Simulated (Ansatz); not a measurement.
# Geometry relaxation of C4HSi4 (part 2 of 5)

Continued. System: C4HSi4 (slab, 9 atoms in the cell). Method: DFT PBEsol, scalar-relativistic, plane waves, PAW, spin-polarised (Ansatz 0.2.0); cutoff 420 eV, 9×9×1 k-mesh, Gaussian smearing of 0.05 eV, collinear spins. The structure derives from an entry of the Crystallography Open Database. The input holds or restrains some coordinates. Forces given for the steps count only the free coordinates. It belongs to a series of runs on one base structure; here: H put at a bridge Si-Si site.

Geometry of the input (Å; fractional positions):
```
3.0806  0.0000  0.0000
0.0000  3.0806  0.0000
0.0000  0.0000  26.6241
C  0.0000  0.5000  0.3193
Si 0.5000  0.5000  0.3602
C  0.5000  0.0000  0.4011
Si 0.0000  0.0000  0.4420
C  0.0000  0.5000  0.4831
Si 0.5000  0.5000  0.5238
C  0.5000  0.0000  0.5646
Si 0.0000  0.0000  0.6062
H  0.0000  0.5000  0.5701
```

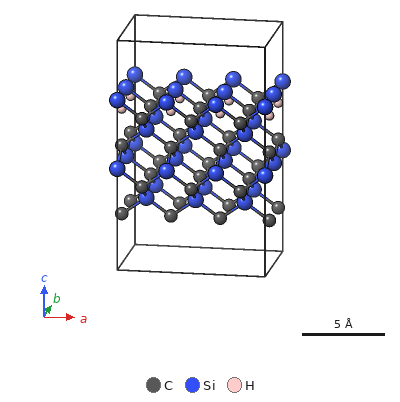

*The input geometry (ball-and-stick view of the 3 × 2 repeat of the cell, with the vacuum cut short, seen slightly off an axis). An atom can appear more than once, as a periodic image.*

Output, continued
```
SCF iter   1: F=—  HF=-3488.442953 eV  |F-HF|=—  |Δ(HF+E_count)|=         —  Δρ=4.21e-2 (↑4.21e-2 ↓4.20e-2)  dr2=4.57e1  dr2_m=1.61e-1  M=0.216 μB ∫|m|=0.387 μB  β_m=0.30  ethr=3.10e-3  p=-0.000 e·Å  D=-4.16e-7 V/Å  ΔV_dip=0.00 eV  dr2_dipole=1.27e1  V_vac-E_F(+/−)=8.47/8.47 eV  ⟨swp⟩=9.7  Hψ=9366  notcnv=0  defer=36
efield: sawtooth ramp at fractional position 0.9427 (placed from the atoms, in the widest stretch of the axis that holds none; the zero of the levels goes with the place), width 0.0400; the density the first Hamiltonian is built on has a dipole p = -0.000 e·Å; the dipole correction subtracts the counter field D = -4.16e-7 V/Å, which shifts the + side's vacuum level by +0.00 eV against the − side's; the planar-averaged density in the ramp window peaks in size at 7.8e-7 e/Å³
preconditioner: auto → LDOS  [metal: Δε(μ)=0.010 eV  Ē_g=11.752 eV  σ=0.050 eV  W_gap=0.11  n_scr=16 (ndim 8)  ℏωp=13.4 eV  f_vac=0.567  D(μ)=6.08/eV (n_scr^D=28)]
spin=Collinear: LDOS preconditioning applied to the charge; magnetization (m = ρ↑ − ρ↓) channel mixes plain (no charge-response kernel on spin).
SCF iter   2: F=—  HF=-3485.183641 eV  |F-HF|=—  |Δ(HF+E_count)|=    3.26e0  Δρ=2.76e-2 (↑2.73e-2 ↓2.76e-2)  dr2=2.87e1  dr2_m=9.84e-2  M=0.235 μB ∫|m|=0.349 μB  β_m=0.30  ethr=3.10e-3  p=0.013 e·Å  D=8.98e-3 V/Å  ΔV_dip=-0.24 eV  dr2_dipole=9.57e0  V_vac-E_F(+/−)=8.06/8.30 eV  ⟨swp⟩=3.0  Hψ=2966  notcnv=0  defer=199  κ⁻¹=1.0e0(r=1)
SCF iter   3: F=—  HF=-3482.942900 eV  |F-HF|=—  |Δ(HF+E_count)|=    2.24e0  Δρ=1.44e-2 (↑1.44e-2 ↓1.43e-2)  dr2=1.34e1  dr2_m=8.61e-2  M=0.206 μB ∫|m|=0.247 μB  β_m=0.30  ethr=3.10e-3  p=0.054 e·Å  D=3.90e-2 V/Å  ΔV_dip=-1.04 eV  dr2_dipole=5.22e0  V_vac-E_F(+/−)=6.70/7.74 eV  ⟨swp⟩=4.9  Hψ=3277  notcnv=0  defer=200  κ⁻¹=1.6e-2(r=2)
SCF iter   4: F=—  HF=-3482.917076 eV  |F-HF|=—  |Δ(HF+E_count)|=   2.58e-2  Δρ=1.40e-2 (↑1.40e-2 ↓1.37e-2)  dr2=9.07e0  dr2_m=6.24e-2  M=0.115 μB ∫|m|=0.170 μB  β_m=0.30  ethr=3.10e-3  p=0.067 e·Å  D=4.81e-2 V/Å  ΔV_dip=-1.28 eV  dr2_dipole=3.18e0  V_vac-E_F(+/−)=6.33/7.61 eV  ⟨swp⟩=2.0  Hψ=1818  notcnv=0  defer=197  κ⁻¹=1.6e-2(r=3)
SCF iter   5: F=—  HF=-3482.623948 eV  |F-HF|=—  |Δ(HF+E_count)|=   2.93e-1  Δρ=9.72e-3 (↑8.03e-3 ↓9.72e-3)  dr2=1.33e0  dr2_m=2.67e-2  M=0.253 μB ∫|m|=0.264 μB  β_m=0.30  ethr=3.10e-3  p=0.090 e·Å  D=6.47e-2 V/Å  ΔV_dip=-1.72 eV  dr2_dipole=2.60e-1  V_vac-E_F(+/−)=5.67/7.40 eV  ⟨swp⟩=3.5  Hψ=2513  notcnv=0  defer=196  κ⁻¹=3.2e-4(r=4)
SCF iter   6: F=—  HF=-3482.573930 eV  |F-HF|=—  |Δ(HF+E_count)|=   5.00e-2  Δρ=7.60e-3 (↑6.40e-3 ↓7.60e-3)  dr2=1.70e0  dr2_m=1.62e-2  M=0.237 μB ∫|m|=0.267 μB  β_m=0.30  ethr=3.10e-3  p=0.113 e·Å  D=8.06e-2 V/Å  ΔV_dip=-2.15 eV  dr2_dipole=6.03e-1  V_vac-E_F(+/−)=5.05/7.19 eV  ⟨swp⟩=3.7  Hψ=2237  notcnv=0  defer=176  κ⁻¹=1.7e-4(r=5)
SCF iter   7: F=—  HF=-3482.487922 eV  |F-HF|=—  |Δ(HF+E_count)|=   8.60e-2  Δρ=4.15e-3 (↑2.47e-3 ↓4.15e-3)  dr2=1.03e-1  dr2_m=1.06e-2  M=0.188 μB ∫|m|=0.205 μB  β_m=0.30  ethr=3.10e-3  p=0.092 e·Å  D=6.62e-2 V/Å  ΔV_dip=-1.76 eV  dr2_dipole=2.47e-2  V_vac-E_F(+/−)=5.59/7.35 eV  ⟨swp⟩=3.5  Hψ=1886  notcnv=0  defer=171  κ⁻¹=1.4e-4(r=6)
SCF iter   8: F=—  HF=-3482.492350 eV  |F-HF|=—  |Δ(HF+E_count)|=   4.43e-3  Δρ=3.46e-3 (↑2.02e-3 ↓3.46e-3)  dr2=7.41e-2  dr2_m=6.81e-3  M=0.203 μB ∫|m|=0.217 μB  β_m=0.30  ethr=3.12e-4  p=0.097 e·Å  D=6.93e-2 V/Å  ΔV_dip=-1.84 eV  dr2_dipole=1.94e-2  V_vac-E_F(+/−)=5.46/7.30 eV  ⟨swp⟩=2.8  Hψ=2275  notcnv=0  defer=175  κ⁻¹=1.3e-4(r=7)
SCF iter   9: F=—  HF=-3482.497847 eV  |F-HF|=—  |Δ(HF+E_count)|=   5.50e-3  Δρ=2.19e-3 (↑7.66e-4 ↓2.19e-3)  dr2=1.10e-2  dr2_m=4.38e-3  M=0.175 μB ∫|m|=0.189 μB  β_m=0.30  ethr=2.25e-4  p=0.093 e·Å  D=6.65e-2 V/Å  ΔV_dip=-1.77 eV  dr2_dipole=1.05e-3  V_vac-E_F(+/−)=5.56/7.33 eV  ⟨swp⟩=2.9  Hψ=1710  notcnv=0  defer=175  κ⁻¹=1.4e-5(r=8)
SCF iter  10: F=—  HF=-3482.500300 eV  |F-HF|=—  |Δ(HF+E_count)|=   2.45e-3  Δρ=1.66e-3 (↑6.67e-4 ↓1.66e-3)  dr2=5.16e-3  dr2_m=2.85e-3  M=0.174 μB ∫|m|=0.185 μB  β_m=1.20  ethr=3.32e-5  p=0.093 e·Å  D=6.65e-2 V/Å  ΔV_dip=-1.77 eV  dr2_dipole=6.38e-5  V_vac-E_F(+/−)=5.56/7.33 eV  ⟨swp⟩=2.0  Hψ=1828  notcnv=0  defer=175
Mixer restart at iter 10: flushing history
spin-set hold released at iteration 10 (site moments contracting): the magnetisation degrees of freedom join the quasi-Newton model from the next iteration; the mixer history was flushed
SCF iter  11: F=—  HF=-3482.504631 eV  |F-HF|=—  |Δ(HF+E_count)|=   4.33e-3  Δρ=7.49e-4 (↑3.35e-4 ↓7.49e-4)  dr2=3.24e-3  dr2_m=2.09e-4  M=0.156 μB ∫|m|=0.160 μB  β_m=0.36  ethr=1.56e-5  p=0.093 e·Å  D=6.65e-2 V/Å  ΔV_dip=-1.77 eV  dr2_dipole=1.26e-5  V_vac-E_F(+/−)=5.56/7.33 eV  ⟨swp⟩=2.0  Hψ=1887  notcnv=0  defer=175
density mixer auto → msr1: a metal under ldos (density of states about μ 1.20 of a free-electron gas's, 16 screened modes)
SCF iter  12: F=—  HF=-3482.504954 eV  |F-HF|=—  |Δ(HF+E_count)|=   3.24e-4  Δρ=4.70e-4 (↑4.70e-4 ↓3.91e-4)  dr2=1.62e-3  dr2_m=1.09e-4  M=0.146 μB ∫|m|=0.148 μB  β_m=0.68  ethr=9.81e-6  p=0.093 e·Å  D=6.66e-2 V/Å  ΔV_dip=-1.77 eV  dr2_dipole=2.49e-5  V_vac-E_F(+/−)=5.55/7.33 eV  ⟨swp⟩=1.9  Hψ=1430  notcnv=0  defer=175
SCF iter  13: F=—  HF=-3482.505271 eV  |F-HF|=—  |Δ(HF+E_count)|=   3.17e-4  Δρ=2.79e-4 (↑2.79e-4 ↓2.51e-4)  dr2=2.42e-4  dr2_m=1.08e-4  M=0.153 μB ∫|m|=0.154 μB  β_m=0.84  ethr=4.91e-6  p=0.093 e·Å  D=6.68e-2 V/Å  ΔV_dip=-1.78 eV  dr2_dipole=5.18e-6  V_vac-E_F(+/−)=5.54/7.32 eV  ⟨swp⟩=2.3  Hψ=1913  notcnv=0  defer=175
SCF iter  14: F=—  HF=-3482.505736 eV  |F-HF|=—  |Δ(HF+E_count)|=   4.65e-4  Δρ=4.80e-4 (↑4.80e-4 ↓4.30e-4)  dr2=2.60e-4  dr2_m=4.71e-4  M=0.195 μB ∫|m|=0.198 μB  β_m=0.92  ethr=7.33e-7  p=0.093 e·Å  D=6.69e-2 V/Å  ΔV_dip=-1.78 eV  dr2_dipole=6.49e-5  V_vac-E_F(+/−)=5.54/7.32 eV  ⟨swp⟩=2.6  Hψ=2125  notcnv=0  defer=175  recentre
SCF iter  15: F=—  HF=-3482.505940 eV  |F-HF|=—  |Δ(HF+E_count)|=   2.05e-4  Δρ=5.42e-4 (↑5.42e-4 ↓4.82e-4)  dr2=3.18e-4  dr2_m=5.92e-4  M=0.208 μB ∫|m|=0.212 μB  β_m=0.96  ethr=7.33e-7  p=0.093 e·Å  D=6.68e-2 V/Å  ΔV_dip=-1.78 eV  dr2_dipole=9.04e-5  V_vac-E_F(+/−)=5.54/7.32 eV  ⟨swp⟩=1.4  Hψ=1173  notcnv=0  defer=175
SCF iter  16: F=—  HF=-3482.506502 eV  |F-HF|=—  |Δ(HF+E_count)|=   5.62e-4  Δρ=6.94e-4 (↑6.94e-4 ↓5.86e-4)  dr2=8.27e-4  dr2_m=9.39e-4  M=0.232 μB ∫|m|=0.238 μB  β_m=0.55  ethr=7.33e-7  p=0.093 e·Å  D=6.68e-2 V/Å  ΔV_dip=-1.78 eV  dr2_dipole=3.19e-4  V_vac-E_F(+/−)=5.54/7.32 eV  ⟨swp⟩=2.0  Hψ=1795  notcnv=0  defer=175
SCF iter  17: F=—  HF=-3482.505694 eV  |F-HF|=—  |Δ(HF+E_count)|=   8.08e-4  Δρ=4.49e-4 (↑4.49e-4 ↓4.23e-4)  dr2=1.00e-4  dr2_m=4.30e-4  M=0.193 μB ∫|m|=0.196 μB  β_m=0.99  ethr=7.33e-7  p=0.093 e·Å  D=6.68e-2 V/Å  ΔV_dip=-1.78 eV  dr2_dipole=1.69e-5  V_vac-E_F(+/−)=5.54/7.32 eV  ⟨swp⟩=2.0  Hψ=1819  notcnv=0  defer=175
SCF iter  18: F=—  HF=-3482.505202 eV  |F-HF|=—  |Δ(HF+E_count)|=   4.93e-4  Δρ=2.04e-4 (↑2.04e-4 ↓1.55e-4)  dr2=1.53e-4  dr2_m=7.34e-5  M=0.142 μB ∫|m|=0.143 μB  β_m=1.00  ethr=3.04e-7  p=0.093 e·Å  D=6.68e-2 V/Å  ΔV_dip=-1.78 eV  dr2_dipole=6.18e-5  V_vac-E_F(+/−)=5.54/7.32 eV  ⟨swp⟩=3.0  Hψ=2051  notcnv=0  defer=175
SCF iter  19: F=—  HF=-3482.505120 eV  |F-HF|=—  |Δ(HF+E_count)|=   8.14e-5  Δρ=5.33e-5 (↑4.00e-5 ↓5.33e-5)  dr2=3.30e-4  dr2_m=8.31e-7  M=0.111 μB ∫|m|=0.128 μB  β_m=0.95  ethr=3.04e-7  p=0.093 e·Å  D=6.68e-2 V/Å  ΔV_dip=-1.78 eV  dr2_dipole=1.52e-4  V_vac-E_F(+/−)=5.54/7.31 eV  ⟨swp⟩=2.2  Hψ=1884  notcnv=0  defer=175
SCF iter  20: F=-3482.504758 eV  HF=-3482.505121 eV  |F-HF|=3.63e-4  |Δ(HF+E_count)|=   1.06e-6  Δρ=5.42e-5 (↑5.42e-5 ↓3.12e-5)  dr2=2.56e-4  dr2_m=1.01e-6  M=0.117 μB ∫|m|=0.127 μB  β_m=0.97  ethr=3.04e-7  p=0.093 e·Å  D=6.68e-2 V/Å  ΔV_dip=-1.78 eV  dr2_dipole=1.14e-4  V_vac-E_F(+/−)=5.54/7.31 eV  ⟨swp⟩=1.0  Hψ=1172  notcnv=0  defer=175
SCF iter  21: F=-3482.504999 eV  HF=-3482.505148 eV  |F-HF|=1.49e-4  |Δ(HF+E_count)|=   2.64e-5  Δρ=1.23e-4 (↑1.23e-4 ↓8.19e-5)  dr2=1.24e-4  dr2_m=2.37e-5  M=0.136 μB ∫|m|=0.137 μB  β_m=0.55  ethr=3.04e-7  p=0.093 e·Å  D=6.68e-2 V/Å  ΔV_dip=-1.78 eV  dr2_dipole=5.19e-5  V_vac-E_F(+/−)=5.54/7.31 eV  ⟨swp⟩=1.9  Hψ=1221  notcnv=0  defer=175
SCF iter  22: F=-3482.505393 eV  HF=-3482.505331 eV  |F-HF|=6.20e-5  |Δ(HF+E_count)|=   1.83e-4  Δρ=2.97e-4 (↑2.97e-4 ↓2.55e-4)  dr2=8.74e-5  dr2_m=1.76e-4  M=0.168 μB ∫|m|=0.170 μB  β_m=0.26  ethr=3.04e-7  p=0.093 e·Å  D=6.67e-2 V/Å  ΔV_dip=-1.78 eV  dr2_dipole=3.38e-5  V_vac-E_F(+/−)=5.54/7.32 eV  ⟨swp⟩=2.2  Hψ=1828  notcnv=0  defer=175
SCF iter  23: F=-3482.505530 eV  HF=-3482.506141 eV  |F-HF|=6.12e-4  |Δ(HF+E_count)|=   8.11e-4  Δρ=6.30e-4 (↑6.30e-4 ↓5.02e-4)  dr2=9.73e-4  dr2_m=7.38e-4  M=0.217 μB ∫|m|=0.222 μB  β_m=0.73  ethr=2.65e-7  p=0.093 e·Å  D=6.68e-2 V/Å  ΔV_dip=-1.78 eV  dr2_dipole=4.16e-4  V_vac-E_F(+/−)=5.54/7.32 eV  ⟨swp⟩=3.0  Hψ=2103  notcnv=0  defer=173  recentre
SCF iter  24: F=-3482.505255 eV  HF=-3482.505354 eV  |F-HF|=9.91e-5  |Δ(HF+E_count)|=   7.87e-4  Δρ=3.75e-4 (↑3.75e-4 ↓3.00e-4)  dr2=2.72e-4  dr2_m=2.55e-4  M=0.141 μB ∫|m|=0.143 μB  β_m=0.40  ethr=2.65e-7  p=0.093 e·Å  D=6.70e-2 V/Å  ΔV_dip=-1.78 eV  dr2_dipole=1.17e-4  V_vac-E_F(+/−)=5.53/7.32 eV  ⟨swp⟩=3.1  Hψ=2320  notcnv=0  defer=172
SCF iter  25: F=-3482.504837 eV  HF=-3482.506390 eV  |F-HF|=1.55e-3  |Δ(HF+E_count)|=   1.04e-3  Δρ=7.16e-4 (↑7.16e-4 ↓5.51e-4)  dr2=1.75e-3  dr2_m=9.21e-4  M=0.211 μB ∫|m|=0.217 μB  β_m=0.41  ethr=2.65e-7  p=0.093 e·Å  D=6.69e-2 V/Å  ΔV_dip=-1.78 eV  dr2_dipole=7.85e-4  V_vac-E_F(+/−)=5.54/7.32 eV  ⟨swp⟩=3.2  Hψ=2410  notcnv=0  defer=172  recentre
SCF iter  26: F=-3482.504897 eV  HF=-3482.506387 eV  |F-HF|=1.49e-3  |Δ(HF+E_count)|=   2.92e-6  Δρ=7.14e-4 (↑7.14e-4 ↓5.51e-4)  dr2=1.71e-3  dr2_m=9.18e-4  M=0.212 μB ∫|m|=0.217 μB  β_m=0.21  ethr=2.65e-7  p=0.093 e·Å  D=6.69e-2 V/Å  ΔV_dip=-1.78 eV  dr2_dipole=7.63e-4  V_vac-E_F(+/−)=5.54/7.32 eV  ⟨swp⟩=1.0  Hψ=1175  notcnv=0  defer=172
SCF iter  27: F=-3482.502515 eV  HF=-3482.508058 eV  |F-HF|=5.54e-3  |Δ(HF+E_count)|=   1.67e-3  Δρ=1.07e-3 (↑1.07e-3 ↓7.85e-4)  dr2=5.32e-3  dr2_m=1.96e-3  M=0.269 μB ∫|m|=0.279 μB  β_m=0.99  ethr=2.65e-7  p=0.093 e·Å  D=6.68e-2 V/Å  ΔV_dip=-1.78 eV  dr2_dipole=2.34e-3  V_vac-E_F(+/−)=5.54/7.32 eV  ⟨swp⟩=3.1  Hψ=2139  notcnv=0  defer=172  recentre
SCF iter  28: F=-3482.505955 eV  HF=-3482.506192 eV  |F-HF|=2.37e-4  |Δ(HF+E_count)|=   1.87e-3  Δρ=6.25e-4 (↑6.25e-4 ↓5.36e-4)  dr2=7.47e-4  dr2_m=7.73e-4  M=0.211 μB ∫|m|=0.216 μB  β_m=0.70  ethr=2.65e-7  p=0.093 e·Å  D=6.69e-2 V/Å  ΔV_dip=-1.78 eV  dr2_dipole=3.05e-4  V_vac-E_F(+/−)=5.54/7.32 eV  ⟨swp⟩=3.1  Hψ=2117  notcnv=0  defer=172
SCF iter  29: F=-3482.507564 eV  HF=-3482.507013 eV  |F-HF|=5.51e-4  |Δ(HF+E_count)|=   8.21e-4  Δρ=7.77e-4 (↑7.77e-4 ↓6.88e-4)  dr2=5.65e-4  dr2_m=1.22e-3  M=0.245 μB ∫|m|=0.253 μB  β_m=0.88  ethr=2.65e-7  p=0.094 e·Å  D=6.70e-2 V/Å  ΔV_dip=-1.78 eV  dr2_dipole=1.83e-4  V_vac-E_F(+/−)=5.54/7.32 eV  ⟨swp⟩=2.8  Hψ=1958  notcnv=0  defer=168
SCF iter  30: F=-3482.505854 eV  HF=-3482.505594 eV  |F-HF|=2.60e-4  |Δ(HF+E_count)|=   1.42e-3  Δρ=4.33e-4 (↑4.33e-4 ↓3.88e-4)  dr2=1.12e-4  dr2_m=3.87e-4  M=0.176 μB ∫|m|=0.179 μB  β_m=1.00  ethr=2.65e-7  p=0.094 e·Å  D=6.70e-2 V/Å  ΔV_dip=-1.78 eV  dr2_dipole=3.62e-5  V_vac-E_F(+/−)=5.54/7.32 eV  ⟨swp⟩=3.2  Hψ=2291  notcnv=0  defer=168  recentre
SCF iter  31: F=-3482.505958 eV  HF=-3482.505854 eV  |F-HF|=1.03e-4  |Δ(HF+E_count)|=   2.61e-4  Δρ=5.24e-4 (↑5.24e-4 ↓4.63e-4)  dr2=3.47e-4  dr2_m=5.62e-4  M=0.195 μB ∫|m|=0.198 μB  β_m=0.72  ethr=2.65e-7  p=0.093 e·Å  D=6.70e-2 V/Å  ΔV_dip=-1.78 eV  dr2_dipole=1.35e-4  V_vac-E_F(+/−)=5.54/7.32 eV  ⟨swp⟩=2.2  Hψ=1729  notcnv=0  defer=168  recentre
SCF iter  32: F=-3482.505875 eV  HF=-3482.505568 eV  |F-HF|=3.07e-4  |Δ(HF+E_count)|=   2.86e-4  Δρ=4.13e-4 (↑4.13e-4 ↓3.80e-4)  dr2=6.05e-5  dr2_m=3.62e-4  M=0.177 μB ∫|m|=0.180 μB  β_m=0.41  ethr=2.65e-7  p=0.094 e·Å  D=6.70e-2 V/Å  ΔV_dip=-1.78 eV  dr2_dipole=1.36e-5  V_vac-E_F(+/−)=5.53/7.32 eV  ⟨swp⟩=2.0  Hψ=1786  notcnv=0  defer=168  recentre
SCF iter  33: F=-3482.507138 eV  HF=-3482.506352 eV  |F-HF|=7.87e-4  |Δ(HF+E_count)|=   7.84e-4  Δρ=6.22e-4 (↑6.22e-4 ↓5.85e-4)  dr2=9.47e-5  dr2_m=8.34e-4  M=0.224 μB ∫|m|=0.230 μB  β_m=0.19  ethr=1.83e-7  p=0.094 e·Å  D=6.70e-2 V/Å  ΔV_dip=-1.79 eV  dr2_dipole=2.39e-6  V_vac-E_F(+/−)=5.54/7.32 eV  ⟨swp⟩=3.0  Hψ=2107  notcnv=0  defer=168  recentre
SCF iter  34: F=-3482.507949 eV  HF=-3482.506919 eV  |F-HF|=1.03e-3  |Δ(HF+E_count)|=   5.68e-4  Δρ=7.35e-4 (↑7.35e-4 ↓6.84e-4)  dr2=1.85e-4  dr2_m=1.14e-3  M=0.245 μB ∫|m|=0.252 μB  β_m=0.10  ethr=1.83e-7  p=0.094 e·Å  D=6.71e-2 V/Å  ΔV_dip=-1.79 eV  dr2_dipole=9.12e-6  V_vac-E_F(+/−)=5.54/7.32 eV  ⟨swp⟩=2.4  Hψ=1907  notcnv=0  defer=164
SCF iter  35: F=-3482.508793 eV  HF=-3482.507630 eV  |F-HF|=1.16e-3  |Δ(HF+E_count)|=   7.10e-4  Δρ=8.77e-4 (↑8.77e-4 ↓7.91e-4)  dr2=4.26e-4  dr2_m=1.59e-3  M=0.269 μB ∫|m|=0.278 μB  β_m=0.17  ethr=1.83e-7  p=0.094 e·Å  D=6.71e-2 V/Å  ΔV_dip=-1.79 eV  dr2_dipole=9.85e-5  V_vac-E_F(+/−)=5.54/7.33 eV  ⟨swp⟩=2.6  Hψ=1894  notcnv=0  defer=164
SCF iter  36: F=-3482.512124 eV  HF=-3482.509458 eV  |F-HF|=2.67e-3  |Δ(HF+E_count)|=   1.83e-3  Δρ=1.18e-3 (↑1.18e-3 ↓1.10e-3)  dr2=4.02e-4  dr2_m=2.99e-3  M=0.323 μB ∫|m|=0.335 μB  β_m=0.39  ethr=1.83e-7  p=0.094 e·Å  D=6.71e-2 V/Å  ΔV_dip=-1.79 eV  dr2_dipole=7.85e-5  V_vac-E_F(+/−)=5.54/7.33 eV  ⟨swp⟩=3.2  Hψ=2177  notcnv=0  defer=164
SCF iter  37: F=-3482.506584 eV  HF=-3482.506660 eV  |F-HF|=7.63e-5  |Δ(HF+E_count)|=   2.80e-3  Δρ=6.54e-4 (↑6.54e-4 ↓6.54e-4)  dr2=8.06e-4  dr2_m=9.58e-4  M=0.239 μB ∫|m|=0.245 μB  β_m=0.38  ethr=1.83e-7  p=0.094 e·Å  D=6.73e-2 V/Å  ΔV_dip=-1.79 eV  dr2_dipole=3.41e-4  V_vac-E_F(+/−)=5.53/7.32 eV  ⟨swp⟩=3.6  Hψ=2782  notcnv=0  defer=164  recentre
SCF iter  38: F=-3482.508265 eV  HF=-3482.507241 eV  |F-HF|=1.02e-3  |Δ(HF+E_count)|=   5.81e-4  Δρ=7.61e-4 (↑7.61e-4 ↓7.54e-4)  dr2=2.87e-4  dr2_m=1.32e-3  M=0.264 μB ∫|m|=0.272 μB  β_m=0.25  ethr=1.83e-7  p=0.094 e·Å  D=6.73e-2 V/Å  ΔV_dip=-1.79 eV  dr2_dipole=1.05e-4  V_vac-E_F(+/−)=5.54/7.33 eV  ⟨swp⟩=2.3  Hψ=1991  notcnv=0  defer=164  recentre
```
